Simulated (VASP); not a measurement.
```
Cu
1.0
     2.88523    0.00000    0.00000
     0.00000    2.88523    0.00000
     0.00000    0.00000    2.88523
Cu
2
Direct
  0.00000 0.00000 0.00000
  0.50000 0.50000 0.50000
```

Space group Im-3m; a generated structure, not necessarily the stable one.

Level of theory: Kohn-Sham DFT of a periodic cell, PBE, VASP PAW PBE potentials, recommended in VASP 6.6.1.

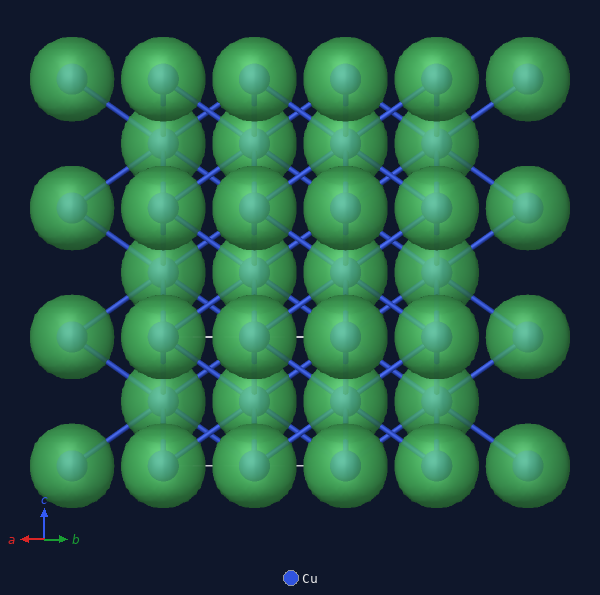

Cu. Isosurface of the valence pseudo-density at 0.4 e/Å³ (green), seen along [110]. Sticks mark near contacts.

In a PAW calculation such maps are meaningful between the atoms, not at the nuclei.

Question: What does this surface tell about the bonding?

Answer: At this value the density breaks into separate islands; it holds about 80 % of the electrons treated as valence. It bridges none of the near contacts. It is pinched off along the shortest Cu–Cu (2.50 Å) contacts. On the grid the lowest density along these lines, outside the cores, is 0.28 e/Å³ (Cu–Cu, 2.50 Å).
